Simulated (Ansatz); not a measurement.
**GaAs (F-43m): response to moved atoms and strain**

Aim: move atoms of GaAs (F-43m) or strain its cell, and read the forces, the stress and the rise in energy.

Program: Ansatz 0.2.0. Level of theory: DFT PBEsol, scalar-relativistic, plane waves, PAW. These are calculated values, not measurements.

**1. The starting structure**

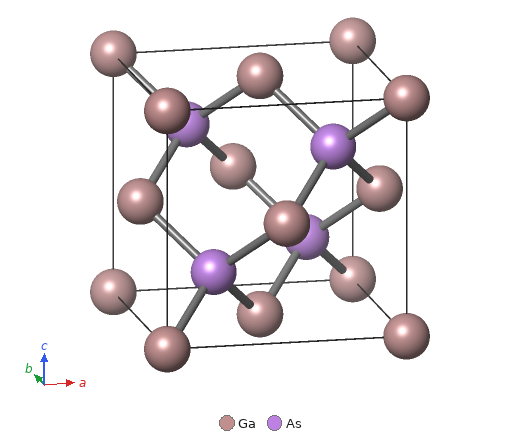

Start, viewed slightly off an axis; gallium pink, arsenic purple. Atoms on the faces are drawn again on the opposite ones. The cell drawn here is the conventional one, which holds 4 of the cells typed in the input.

As a file:

```xyz
2
Lattice="0.0000 2.8295 2.8295 2.8295 0.0000 2.8295 2.8295 2.8295 0.0000" Properties=species:S:1:pos:R:3 pbc="T T T"
Ga    0.0000    0.0000    0.0000
As    4.2443    4.2443    4.2443
```

This cell comes from an earlier session at PBEsol: 22.654 Å³/atom at 0.00 GPa, on a 10×10×10 mesh.

The changes: atom 2 (As) moved 0.02 Å along y; strain e5 = +0.02, atoms carried along.

**2. Atom 2 (As) moved 0.02 Å along y**

input.yaml reads:

```yaml
crystal:
  lattice:
    - [0.0, 2.8295281948, 2.8295281948]
    - [2.8295281948, 0.0, 2.8295281948]
    - [2.8295281948, 2.8295281948, 0.0]
  atoms:
    - { symbol: Ga, position: [0.0, 0.0, 0.0] }
    - { symbol: As, position: [0.7535341581, 0.7464658419, 0.7535341581] }
basis:
  ecutwfc: 420
  ecutrho_ratio: 4
kpoints:
  mp_grid: { grid: [10, 10, 10] }
hamiltonian:
  xc: pbesol
scf:
  occupations: { method: gaussian, width: 0.05 }
output:
  forces: true
  stress: true
  eigenvalues: true
```

The program printed, shortened:

```text
Warning: RAYON_NUM_THREADS=4 ignored (pool sized by the plan → 4); use --threads N
[...]
Pseudopotentials: kind: paw
Pseudopotential: Ga, paw, valence charge 13, recommended cutoff 420 eV (normal), Ga.paw.azcp
Pseudopotential: As, paw, valence charge 15, recommended cutoff 420 eV (normal), As.paw.azcp
Functional definition: PBEsol
[...]
Crystal: 2 atoms, lattice volume = 45.308 Å³
Basis set: ecut = 420 eV, 893 PW (Γ), exchange–correlation on 54×54×54 points (8 copies of the dense FFT grid, shifted against one another)
Bands: 18, of which v1, the nominal top of the filled ones, is band 14 counted from 1 (13 counted from 0)
Symmetry: 4 space group operations
Space group: Imm2 (ITA 44), of the structure as read, at distance tolerance 3.6e-5 Å
k-points: 171 of 1000 (time reversal used)
[...]
SCF iter   1: F=—  HF=-8556.860307 eV  |F-HF|=—  |Δ(HF+E_count)|=         —  Δρ=3.34e-3  dr2=8.18e-3  ethr=1.77e-3  ⟨swp⟩=5.9  Hψ=14893  notcnv=0
[...]
SCF iter   6: F=-8556.857090 eV  HF=-8556.857090 eV  |F-HF|=3.51e-9  |Δ(HF+E_count)|=   3.81e-7  Δρ=3.92e-6  dr2=5.06e-9  ethr=3.57e-10  ⟨swp⟩=5.0  Hψ=13642  notcnv=0
[...]
SCF converged after 6 iterations
Free energy (F): -8556.857090 eV
[...]
E sigma→0 (E₀):  -8556.857090 eV
Fermi energy:    8.251449 eV
[...]
--- Forces (eV/Å), atoms counted from 1 ---
  atom   1  Ga    -0.00000000     0.18302733     0.00000000
  atom   2  As     0.00000000    -0.18302771     0.00000000
[...]
--- Stress (GPa, compression-positive) ---
        0.015766       0.000000       0.509017
        0.000000       0.001202       0.000000
        0.509017       0.000000       0.015766
  P = ⅓ Tr σ = 0.0109 GPa (0.109 kbar)
--- Band table (eV; the first three rows and the last of 171) ---
  k-point 0: bands = ["-27.1572", "-27.1558", "-27.1538", "-27.1456", "-27.1454", "-6.7700", "-6.7680", "-6.7652", "-6.6889", "-6.6889", "-4.7210", "7.9492", "8.0118", "8.0709", "8.4320", "11.6714", "11.7104", "11.7532"]
[...]
```

It took 5 s on 4 threads of an Arm CPU, shared host; peak memory 0.46 GiB.

Read off: volume 22.654 Å³/atom, pressure 0.01 GPa, mesh gap 0.36 eV.

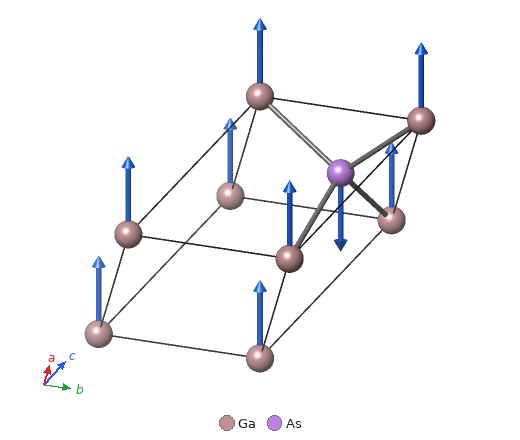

Forces on the atoms; the longest arrow is 0.18 eV/Å.

**3. Strain e5 = +0.02, atoms carried along**

input.yaml reads:

```yaml
crystal:
  lattice:
    - [0.0282952819, 2.8295281948, 2.8295281948]
    - [2.8578234767, 0.0, 2.8578234767]
    - [2.8295281948, 2.8295281948, 0.0282952819]
  atoms:
    - { symbol: Ga, position: [0.0, 0.0, 0.0] }
    - { symbol: As, position: [0.75, 0.75, 0.75] }
basis:
  ecutwfc: 420
  ecutrho_ratio: 4
kpoints:
  mp_grid: { grid: [10, 10, 10] }
hamiltonian:
  xc: pbesol
scf:
  occupations: { method: gaussian, width: 0.05 }
output:
  forces: true
  stress: true
  eigenvalues: true
```

The program printed, shortened:

```text
Warning: RAYON_NUM_THREADS=4 ignored (pool sized by the plan → 4); use --threads N
[...]
[... 4 set-up lines as earlier in the session ...]
[...]
Crystal: 2 atoms, lattice volume = 45.303 Å³
Basis set: ecut = 420 eV, 889 PW (Γ), exchange–correlation on 54×60×54 points (8 copies of the dense FFT grid, shifted against one another)
Bands: 18, of which v1, the nominal top of the filled ones, is band 14 counted from 1 (13 counted from 0)
[... 2 set-up lines as earlier in the session ...]
k-points: 171 of 1000 (time reversal used)
[...]
SCF iter   1: F=—  HF=-8556.857878 eV  |F-HF|=—  |Δ(HF+E_count)|=         —  Δρ=3.33e-3  dr2=8.11e-3  ethr=1.77e-3  ⟨swp⟩=5.9  Hψ=14897  notcnv=0
[...]
SCF iter   6: F=-8556.854674 eV  HF=-8556.854674 eV  |F-HF|=4.54e-9  |Δ(HF+E_count)|=   3.84e-7  Δρ=4.17e-6  dr2=5.65e-9  ethr=3.57e-10  ⟨swp⟩=5.0  Hψ=13670  notcnv=0
[...]
SCF converged after 6 iterations
Free energy (F): -8556.854674 eV
[...]
E sigma→0 (E₀):  -8556.854674 eV
Fermi energy:    8.237042 eV
[...]
--- Forces (eV/Å), atoms counted from 1 ---
  atom   1  Ga    -0.00000000    -0.14408140    -0.00000000
  atom   2  As     0.00000000     0.14408308     0.00000000
[...]
--- Stress (GPa, compression-positive) ---
        0.049563      -0.000000      -1.501600
       -0.000000       0.031194      -0.000000
       -1.501600       0.000000       0.049563
  P = ⅓ Tr σ = 0.0434 GPa (0.434 kbar)
--- Band table (eV; the first three rows and the last of 171) ---
  k-point 0: bands = ["-27.1542", "-27.1541", "-27.1539", "-27.1441", "-27.1441", "-6.7683", "-6.7667", "-6.7645", "-6.6877", "-6.6875", "-4.7212", "7.9837", "8.0041", "8.0430", "8.4311", "11.5745", "11.7225", "11.8542"]
[...]
```

Wall time 5.1 s (4 threads of an Arm CPU, shared host); peak memory 0.46 GiB.

Result: volume 22.652 Å³/atom, pressure 0.04 GPa, mesh gap 0.39 eV.

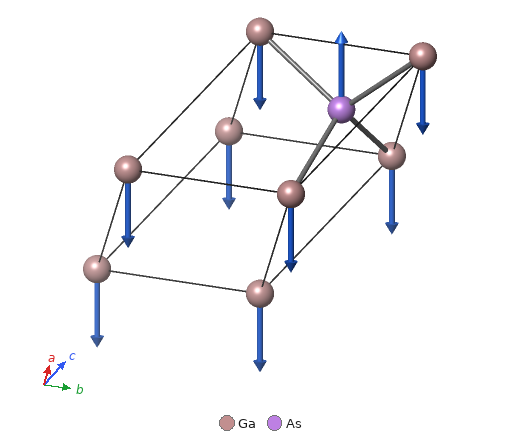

Forces on the atoms; the longest arrow is 0.14 eV/Å.

**4. The distortions side by side**

| change | change of free energy (meV/atom) | largest force (eV/Å) | largest change of stress (GPa) |
| --- | --- | --- | --- |
| atom 2 (As) moved 0.02 Å along y | 0.92 | 0.183 | 0.51 |
| strain e5 = +0.02, atoms carried along | 2.12 | 0.144 | 1.50 |

Moving atom 2 by 0.02 Å meets a restoring force of 0.183 eV/Å along the move, a force constant of about 9.2 eV/Å². The strain e5 = +0.02 changes that stress component by -1.50 GPa (compression positive), a ratio of 75 GPa; that is a secant over a finite strain with the atoms carried along, not the elastic constant. Not one of these changes lowers the energy.
